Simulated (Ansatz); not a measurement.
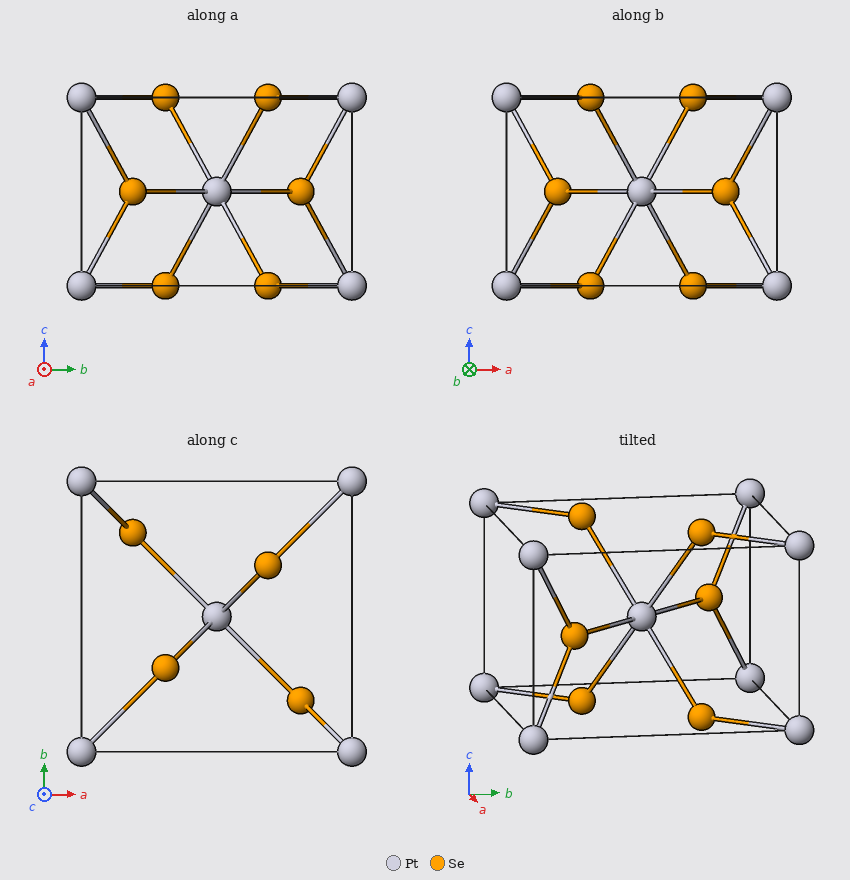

We look at a ball-and-stick model of the crystal along the a axis, along the b axis, along the c axis and slightly off an axis. The frame is the conventional unit cell; atoms at its boundary are shown with their periodic copies.

Lattice parameters: a = 5.7813 Å, b = 5.7813 Å, c = 4.0240 Å, α = 90.000°, β = 90.000°, γ = 90.000°.

Q: Transcribe the picture into a CIF with its space group and independent sites, with free fractional coordinates to two decimals.

A:
```cif
data_structure
_symmetry_space_group_name_H-M 'P 42/m n m'
_symmetry_Int_Tables_number 136
_cell_length_a 5.7813
_cell_length_b 5.7813
_cell_length_c 4.0240
_cell_angle_alpha 90.000
_cell_angle_beta 90.000
_cell_angle_gamma 90.000
_cell_volume 134.49
loop_
_atom_site_label
_atom_site_type_symbol
_atom_site_symmetry_multiplicity
_atom_site_Wyckoff_symbol
_atom_site_fract_x
_atom_site_fract_y
_atom_site_fract_z
_atom_site_occupancy
Pt1 Pt 2 a 0.00 0.00 0.00 1
Se1 Se 4 f 0.31 0.31 0.00 1
```

The cell started as a structure type filled with these elements by a generator (whether the compound takes this form wasn't checked). Earlier steps of the study may have refined or changed the cell and positions. It was the input of a calculation with Ansatz.
